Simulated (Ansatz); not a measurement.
## MgS: band-structure calculation

System: MgS (Fm-3m, 2 atoms in the cell).
Method: DFT, PBE, all-electron LAPW, scalar-relativistic, no spin polarisation (Ansatz 0.2.0).

The structure derives from an entry of the Crystallography Open Database. Its volume is 0.94 times that of the source entry. It belongs to a series of runs on one base structure; here: volume scaled by 0.94. Figures and captions count atoms from 1; the log counts them from 0 in places.

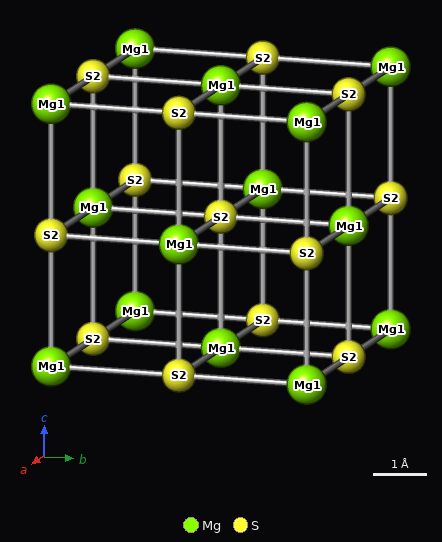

Fig. 1: The structure as given in the input (ball-and-stick view of the cell 4 times as large as that of the calculation, set on its symmetry axes, seen slightly off an axis; atoms are numbered from 1 in the order of the input).

Results in brief:

| quantity | value |
| --- | --- |
| outcome | converged |
| space group (tolerance 0.01 Å) | Fm-3m (225) |
| electrons in bands (core shells apart) | 24 |
| free energy | −16316.8926 eV |
| Fermi energy | 8.920 eV |
| gap on the k-point mesh | 2.92 eV |
| pressure | 6.66 GPa |
| largest force (length of the vector) | under 0.001 eV/Å |
| hardware | 1 thread of Arm Neoverse V2, 24 GiB of memory available, shared host |
| wall time | 4.6 s |
| peak memory | 0.25 GiB |

Notes:

The cell is under a pressure of 6.7 GPa at this level, so it is not at its equilibrium volume.

The input:
```yaml
crystal:
  lattice:
    - [0.0, 2.5485401997, 2.5485401997]
    - [2.5485401997, 0.0, 2.5485401997]
    - [2.5485401997, 2.5485401997, 0.0]
  atoms:
    - { symbol: Mg, position: [0.0, 0.0, 0.0] }
    - { symbol: S, position: [0.5, 0.5, 0.5] }
kpoints:
  mp_grid: { grid: [8, 8, 8] }
  band_path:
    path:
      - [0.0, 0.0, 0.0]
      - [0.5, 0.0, 0.5]
      - [0.625, 0.25, 0.625]
      - [0.375, 0.375, 0.75]
      - [0.0, 0.0, 0.0]
      - [0.5, 0.5, 0.5]
      - [0.5, 0.25, 0.75]
      - [0.5, 0.0, 0.5]
    npoints: 5
scf:
  occupations: { method: fermi_dirac, width: 0.01 }
hamiltonian:
  xc: pbe
  pseudopotentials: { kind: all_electron, lapw: { basis_error: 0.00025 } }
output:
  forces: true
  stress: true
  eigenvalues: true
```

Launched with:
```bash
ansatz run input.yaml --threads 1 --pin off --max-ram 3072MiB --backend cpu --events-out ev --progress --plain --runs-dir out
```

The program's output:
```
LAPW: plane waves up to 7.708 Å⁻¹, error target 2.5e-4 eV per atom; small_component_spin mean_spin; Mg in spheres of 1.304 Å, 10 of its electrons in bands, Dirac shells []; S in spheres of 1.245 Å, 14 of its electrons in bands, Dirac shells [] (how accurate: hamiltonian.pseudopotentials.lapw.basis_error, Limitations)
Engine: ansatz 0.2.0, aarch64-unknown-linux-gnu
Pseudopotentials: kind: all_electron
Pseudopotential: Mg, LAPW, valence charge 10, lapw/all_electron/scalar/gaussian/Mg, Koelling and Harmon's equation, gaussian nucleus
Pseudopotential: S, LAPW, valence charge 14, lapw/all_electron/scalar/gaussian/S, Koelling and Harmon's equation, gaussian nucleus
Functional definition: PBE
  parameter kappa = 0.804
  parameter beta = 0.06672455060314922
  exchange = pbe_x(kappa = kappa, mu = beta*pi^2/3)
  correlation = pbe_c(beta = beta)
Crystal: 2 atoms, lattice volume = 33.106 Å³
Basis set: ecut = 226.34769499511287 eV, 259 PW (Γ), exchange–correlation at level 2
Bands: 16, of which v1, the nominal top of the filled ones, is band 12 counted from 1 (11 counted from 0)
Symmetry: 48 space group operations
Space group: Fm-3m (ITA 225), of the structure as read, at distance tolerance 3.2e-5 Å
k-points: 29 of 512
Non-local potential: Mg, projectors of the file, none
Non-local potential: S, projectors of the file, none
Initial density: superposition of atomic densities (chi_scale 0.1, normalization cell, long waves kept (reshape's long-wave potential 0.00 eV rms))
Initial wavefunctions: plane waves of lowest kinetic energy (no species holds an atomic orbital)
Functional: x = pbe(κ = 0.804, μ = 0.2195149727645171), c = pbe(β = 0.06672455060314922)
iter 1 solved again at ethr=3.92e-3 eV; its pass at ethr=1.00e-1 eV (dr2=9.42e-1 eV) is discarded
SCF iter   1: F=—  HF=-16317.267414 eV  |F-HF|=—  |Δ(HF+E_count)|=         —  Δρ=4.14e-2  dr2=9.42e-1  ethr=3.92e-3  ⟨swp⟩=2.0  Hψ=3260  notcnv=0
preconditioner: auto → none  [insulator: Δε(μ)=3.821 eV  Ē_g=12.544 eV  σ=0.010 eV  W_gap=1.00  n_scr=14 (ndim 8)  ℏωp=18.3 eV  f_vac=0.000  D(μ)=0.00/eV (n_scr^D=0)  ε∞_Penn≈3.1]
iter 2 solved again at ethr=1.04e-4 eV; its pass at ethr=3.92e-3 eV (dr2=2.49e-2 eV) is discarded
SCF iter   2: F=—  HF=-16316.891402 eV  |F-HF|=—  |Δ(HF+E_count)|=   3.76e-1  Δρ=8.34e-3  dr2=2.49e-2  ethr=1.04e-4  ⟨swp⟩=2.8  Hψ=2512  notcnv=0
SCF iter   3: F=—  HF=-16316.890645 eV  |F-HF|=—  |Δ(HF+E_count)|=         —  Δρ=4.18e-3  dr2=6.86e-3  ethr=1.04e-4  ⟨swp⟩=2.0  Hψ=1393  notcnv=0
the basis was enlarged: its passes take 563.7 KiB over the memory plan, 1 of 1 planned eigensolver slots
SCF iter   4: F=—  HF=-16316.892544 eV  |F-HF|=—  |Δ(HF+E_count)|=   1.90e-3  Δρ=3.63e-4  dr2=3.24e-5  ethr=2.86e-5  ⟨swp⟩=2.9  Hψ=1462  notcnv=0
SCF iter   5: F=—  HF=-16316.892594 eV  |F-HF|=—  |Δ(HF+E_count)|=   5.02e-5  Δρ=5.62e-5  dr2=8.35e-7  ethr=1.35e-7  ⟨swp⟩=3.0  Hψ=1346  notcnv=0
SCF iter   6: F=-16316.892595 eV  HF=-16316.892595 eV  |F-HF|=2.49e-8  |Δ(HF+E_count)|=   8.81e-7  Δρ=9.58e-6  dr2=2.95e-8  ethr=3.48e-9  ⟨swp⟩=3.0  Hψ=1345  notcnv=0
SCF 1 converged in 6 iterations: F = -16316.892595 eV  dr2 = 2.95e-8
```

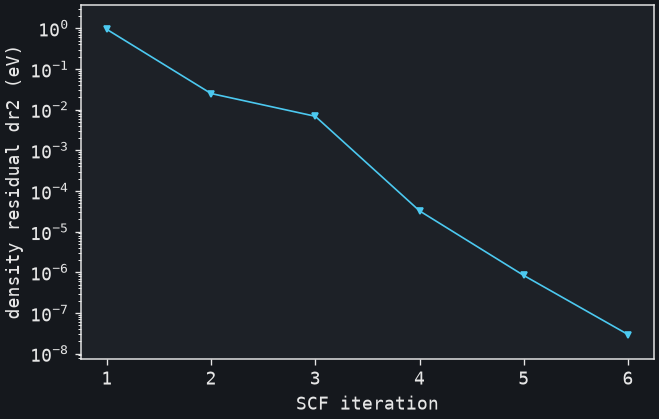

Fig. 2: Convergence of the self-consistent field: density residual dr2 against the SCF iteration. The residual falls at every step.

```
NSCF: frozen V_eff on 36 k-points
SCF converged after 6 iterations
Free energy (F): -16316.892595 eV
Harris-Foulkes:  -16316.892595 eV  (|F-HF|=2.49e-8)
Internal energy: -16316.892595 eV  (E = F + TS)
E sigma→0 (E₀):  -16316.892595 eV
Fermi energy:    8.920358 eV
--- Per-component energies (eV) ---
  E_band       = -1554.361540
  E_kinetic    = 16375.200873
  E_xc         = -1148.552136
  E_electrostatic = -31543.541332  (all electrons and nuclei)
  E_smearing   = -0.000000  (= −TS)
  E_closure    = 0.000000  (closes the sum)
  E_atoms      = -16308.471871  (free atoms, spherical and without spin; not in F)
  Σ components = -16316.892595   (vs F -16316.892595, Δ=0.00e0)
  Basis errors (estimates in eV, not in F): energy 1.2e-4 per atom: plane waves 1.0e-4 (5.2e-5 summed), levels above the bands 0.0e0, relativity 8.8e-9, radial functions 1.3e-5, core shells 2.9e-15; eigenvalues (radial functions only) 1.0e-6; not estimated: angular momenta, meshes, grids; target (lapw.basis_error) 2.5e-4; muffin-tin radii Mg 1.304 Å, S 1.245 Å
--- Forces (eV/Å), atoms counted from 1 ---
  atom   1  Mg    -0.00000000     0.00000000     0.00000000
  atom   2  S      0.00000000     0.00000000    -0.00000000
  max |Σ_I F_I| component: 7.31e-31 eV/Å
--- Stress (GPa, compression-positive) ---
        6.657637       0.000000       0.000000
        0.000000       6.657637      -0.000000
        0.000000      -0.000000       6.657637
  P = ⅓ Tr σ = 6.6576 GPa (66.576 kbar)
--- Band table (eV; the first three rows and the last of 29) ---
  k-point 0: bands = ["-196.3309", "-141.0915", "-141.0915", "-141.0915", "-67.1359", "-33.8896", "-33.8896", "-33.8896", "-5.5696", "7.4625", "7.4625", "7.4625", "11.6873", "15.3339", "15.3339", "15.3339"]
  k-point 1: bands = ["-196.3309", "-141.0915", "-141.0915", "-141.0915", "-67.1358", "-33.8909", "-33.8898", "-33.8898", "-5.4023", "6.3746", "7.3475", "7.3475", "12.4520", "15.0873", "15.6101", "15.6101"]
  k-point 2: bands = ["-196.3309", "-141.0915", "-141.0915", "-141.0915", "-67.1357", "-33.8941", "-33.8902", "-33.8902", "-4.9462", "4.5013", "7.0987", "7.0987", "12.6401", "15.3133", "15.3133", "16.1255"]
  k-point 28: bands = ["-196.3309", "-141.0915", "-141.0915", "-141.0915", "-67.1353", "-33.8953", "-33.8953", "-33.8931", "-3.6247", "3.9691", "3.9691", "4.9313", "12.9560", "15.4801", "15.4801", "15.7600"]
```

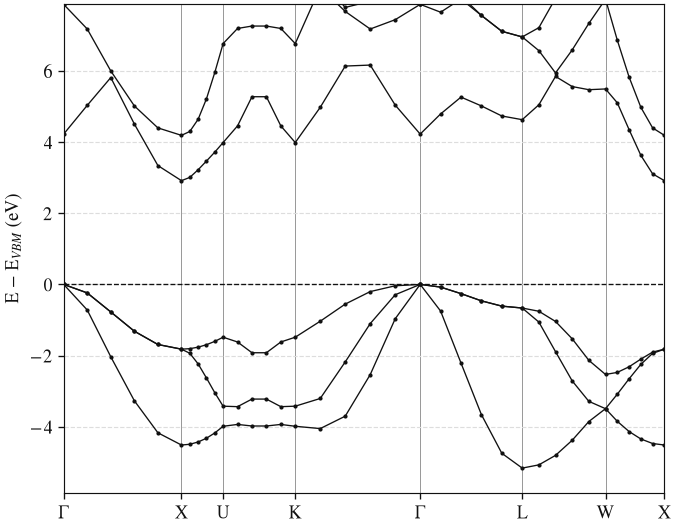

Fig. 3: Band structure along Γ–X–U–K–Γ–L–W–X, with energies from the valence-band top. There is a gap of 2.92 eV on this path, indirect, from Γ to X.
